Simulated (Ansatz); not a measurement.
**What a change does: single-point calculation on Hg**

System: Hg (I4₁/amd, 2 atoms in the cell).
Method of run A: DFT PBE, scalar-relativistic, plane waves, PAW, no spin polarisation (Ansatz 0.2.0).

The structure derives from a Materials Project entry. Text and figures count atoms from 1; the logs count them from 0 in places.

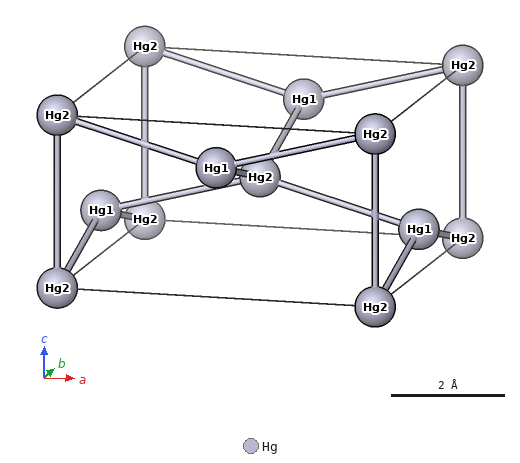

Fig. 1: The structure (ball-and-stick view of the cell 2 times as large as that of the calculation, set on its symmetry axes, seen slightly off an axis; atoms are numbered from 1 in the order of the input). Near neighbours in the crystal (not all of them lie inside the picture): Hg has 6 Hg at 3.03 to 3.15 Å.

**The input, run A**
```yaml
crystal:
  lattice:
    - [-2.92975414, 2.92975414, 1.57255255]
    - [2.92975414, -2.92975414, 1.57255255]
    - [2.92975414, 2.92975414, -1.57255255]
  atoms:
    - { symbol: Hg, position: [0.75, 0.25, 0.5] }
    - { symbol: Hg, position: [0.0, 0.0, 0.0] }
basis:
  ecutwfc: 420
  fft_grid_basis: typed
kpoints:
  mp_grid: { grid: [12, 12, 12] }
hamiltonian:
  xc: pbe
scf:
  occupations: { method: gaussian, width: 0.05 }
output:
  forces: true
  stress: true
  eigenvalues: true
  bader: true
  write_density: true
  volumetric_format: npy
  elf: true
```

Launched with:
```bash
ansatz run input.yaml --threads 1 --pin off --max-ram 2560MiB --backend cpu --events-out ev --progress --plain --runs-dir out
```

Hardware: 1 thread of Arm Neoverse V1, 24 GiB of memory available, shared host.

**Output, shortened to warnings, some set-up lines, iterations and results (run A)**
```
Basis set: ecut = 420 eV, 1061 PW (Γ), exchange–correlation on 60×60×60 points (8 copies of the dense FFT grid, shifted against one another)
Symmetry: 16 space group operations
k-points: 163 of 1728
Initial density: superposition of atomic densities (neutral atoms: chi_scale 0, normalization atom), corrected by the library's trained network
[...]
SCF iter   1: F=—  HF=-27626.874703 eV  |F-HF|=—  |Δ(HF+E_count)|=         —  Δρ=6.85e-4  dr2=1.42e-4  ethr=1.77e-3  ⟨swp⟩=5.9  Hψ=15452  notcnv=0
SCF iter   2: F=—  HF=-27626.876058 eV  |F-HF|=—  |Δ(HF+E_count)|=   1.35e-3  Δρ=4.54e-4  dr2=7.51e-5  ethr=3.55e-7  ⟨swp⟩=2.7  Hψ=8687  notcnv=0
SCF iter   3: F=—  HF=-27626.876155 eV  |F-HF|=—  |Δ(HF+E_count)|=   9.74e-5  Δρ=8.77e-5  dr2=2.53e-6  ethr=1.88e-7  ⟨swp⟩=2.0  Hψ=5845  notcnv=0
SCF iter   4: F=—  HF=-27626.876158 eV  |F-HF|=—  |Δ(HF+E_count)|=   2.42e-6  Δρ=3.85e-5  dr2=1.07e-6  ethr=6.32e-9  ⟨swp⟩=2.0  Hψ=5897  notcnv=0
SCF iter   5: F=—  HF=-27626.876158 eV  |F-HF|=—  |Δ(HF+E_count)|=   5.40e-7  Δρ=1.32e-5  dr2=1.19e-7  ethr=2.68e-9  ⟨swp⟩=2.0  Hψ=5813  notcnv=0
SCF iter   6: F=-27626.876158 eV  HF=-27626.876158 eV  |F-HF|=2.76e-9  |Δ(HF+E_count)|=   9.34e-8  Δρ=4.12e-6  dr2=7.95e-9  ethr=2.50e-10  ⟨swp⟩=4.4  Hψ=13566  notcnv=0
SCF 1 converged in 6 iterations: F = -27626.876158 eV  dr2 = 7.95e-9
SCF converged after 6 iterations
Free energy (F): -27626.876158 eV
Harris-Foulkes:  -27626.876158 eV  (|F-HF|=2.76e-9)
Internal energy: -27626.875110 eV  (E = F + TS)
E sigma→0 (E₀):  -27626.875634 eV
Entropy (-TS):   -0.001048 eV (-0.524 meV/atom)
Fermi energy:    12.507333 eV
--- Per-component energies (eV) ---
  E_band       = -865.541111
  E_kinetic    = 1208.841518
  E_local      = -5514.660079  (includes V_loc(G=0)·N_el)
  E_nonlocal   = 144.588349
  E_hartree    = 2353.236188
  E_xc         = -441.163578
  E_vxc        = -524.883747  (∫ρ·V_xc dr)
  E_paw        = -19889.952600  (= ΣΔE_a)
  E_vpaw       = -885.902200  (= ΣTr[D̂ρ^β])
  E_aug_tail   = 0.001851  (compensation charges beyond the density's cutoff)
  E_ewald      = -5487.766758
  E_smearing   = -0.001048  (= −TS)
  E_closure    = 0.000000  (closes the sum)
  Σ components = -27626.876158   (vs F -27626.876158, Δ=0.00e0)
--- Forces (eV/Å), atoms counted from 1 ---
  atom   1  Hg     0.00000000    -0.00000000     0.00000000
  atom   2  Hg    -0.00000000    -0.00000000    -0.00000000
  max |Σ_I F_I| component: 4.34e-18 eV/Å
--- Stress (GPa, compression-positive) ---
        1.418083      -0.000000      -0.000000
       -0.000000       1.418083       0.000000
       -0.000000       0.000000       1.041104
  P = ⅓ Tr σ = 1.2924 GPa (12.924 kbar)
--- Bader charges: 2 sites ---
  site symbol  charge [e]  shift [e]
     0     Hg      0.0000     0.0000
     1     Hg      0.0000     0.0000
  estimated error of the sums over rays = 5.3e-5 e
```

For run B the input was changed thus:
```diff
+total_charge: 0.2
-  elf: true
```

What does this change do to the results?

The total energies belong to different systems, so their difference says nothing on which is more stable or more accurate. The pressure goes from 1.29 to 1.10 GPa. A charged cell is computed with a uniform neutralising background, so its energy and pressure depend on the cell and aren't those of a real crystal. The number of SCF iterations is the same.

**Output, shortened to warnings, some set-up lines, iterations and results (run B)**
```
Basis set: ecut = 420 eV, 1061 PW (Γ), exchange–correlation on 60×60×60 points (8 copies of the dense FFT grid, shifted against one another)
Symmetry: 16 space group operations
k-points: 163 of 1728
Initial density: superposition of atomic densities (neutral atoms scaled as one to the charged cell's electrons: chi_scale 0, normalization atom), corrected by the library's trained network
[...]
SCF iter   1: F=—  HF=-27629.475081 eV  |F-HF|=—  |Δ(HF+E_count)|=         —  Δρ=2.48e-2  dr2=3.66e-1  ethr=1.77e-3  ⟨swp⟩=5.9  Hψ=15554  notcnv=0
SCF iter   2: F=—  HF=-27629.350418 eV  |F-HF|=—  |Δ(HF+E_count)|=   1.25e-1  Δρ=6.71e-3  dr2=1.87e-2  ethr=9.19e-4  ⟨swp⟩=2.0  Hψ=7787  notcnv=0  defer=24
SCF iter   3: F=—  HF=-27629.345147 eV  |F-HF|=—  |Δ(HF+E_count)|=   5.27e-3  Δρ=9.20e-4  dr2=2.76e-4  ethr=4.71e-5  ⟨swp⟩=2.0  Hψ=7439  notcnv=0  defer=24
SCF iter   4: F=—  HF=-27629.346015 eV  |F-HF|=—  |Δ(HF+E_count)|=   8.68e-4  Δρ=3.31e-4  dr2=5.03e-5  ethr=6.94e-7  ⟨swp⟩=2.0  Hψ=7125  notcnv=0  defer=24
SCF iter   5: F=—  HF=-27629.346008 eV  |F-HF|=—  |Δ(HF+E_count)|=   6.75e-6  Δρ=3.80e-5  dr2=6.14e-7  ethr=1.26e-7  ⟨swp⟩=2.3  Hψ=6212  notcnv=0  defer=24
SCF iter   6: F=-27629.346008 eV  HF=-27629.346008 eV  |F-HF|=1.84e-9  |Δ(HF+E_count)|=   2.83e-7  Δρ=2.38e-6  dr2=3.02e-9  ethr=2.51e-10  ⟨swp⟩=5.8  Hψ=15833  notcnv=0
SCF 1 converged in 6 iterations: F = -27629.346008 eV  dr2 = 3.02e-9
SCF converged after 6 iterations
Free energy (F): -27629.346008 eV
Harris-Foulkes:  -27629.346008 eV  (|F-HF|=1.84e-9)
Internal energy: -27629.345204 eV  (E = F + TS)
E sigma→0 (E₀):  -27629.345606 eV
Entropy (-TS):   -0.000805 eV (-0.402 meV/atom)
Fermi energy:    12.156755 eV
--- Per-component energies (eV) ---
  E_band       = -866.781109
  E_kinetic    = 1206.031904
  E_local      = -5516.925675  (includes V_loc(G=0)·N_el)
  E_nonlocal   = 144.414081
  E_hartree    = 2353.638016
  E_xc         = -439.229046
  E_vxc        = -522.321952  (∫ρ·V_xc dr)
  E_paw        = -19889.509577  (= ΣΔE_a)
  E_vpaw       = -885.252067  (= ΣTr[D̂ρ^β])
  E_aug_tail   = 0.001851  (compensation charges beyond the density's cutoff)
  E_ewald      = -5487.766758
  E_smearing   = -0.000805  (= −TS)
  E_closure    = -0.000000  (closes the sum)
  E_deformation_potential = 3.289769  (in the stress; not in F)
  Σ components = -27629.346008   (vs F -27629.346008, Δ=0.00e0)
--- Forces (eV/Å), atoms counted from 1 ---
  atom   1  Hg     0.00000000     0.00000000     0.00000000
  atom   2  Hg    -0.00000000     0.00000000    -0.00000000
  max |Σ_I F_I| component: 0.00e0 eV/Å
--- Stress (GPa, compression-positive) ---
        1.108422      -0.000000      -0.000000
       -0.000000       1.108422       0.000000
       -0.000000       0.000000       1.088136
  P = ⅓ Tr σ = 1.1017 GPa (11.017 kbar)
--- Bader charges: 2 sites ---
  site symbol  charge [e]  shift [e]
     0     Hg      0.1000     0.0000
     1     Hg      0.1000     0.0000
  estimated error of the sums over rays = 5.5e-5 e
```

**The two runs side by side**

| quantity | run A | run B |
| --- | --- | --- |
| outcome | converged | converged |
| free energy per atom (eV) | −13813.4381 | −13814.6730 |
| energy per atom, smearing taken to zero (eV) | −13813.4378 | −13814.6728 |
| gap on the mesh (eV) | 0.00 | 0.00 |
| pressure (GPa) | 1.29 | 1.10 |
| largest force (eV/Å) | 0.000 | 0.000 |
| SCF iterations | 6 | 6 |
| irreducible k-points | 163 | 163 |
| plane waves at Γ | 1061 | 1061 |
| wall time (shared host) | 21 s | 18 s |

For both runs: Spin–orbit coupling is left out, which matters for Hg.
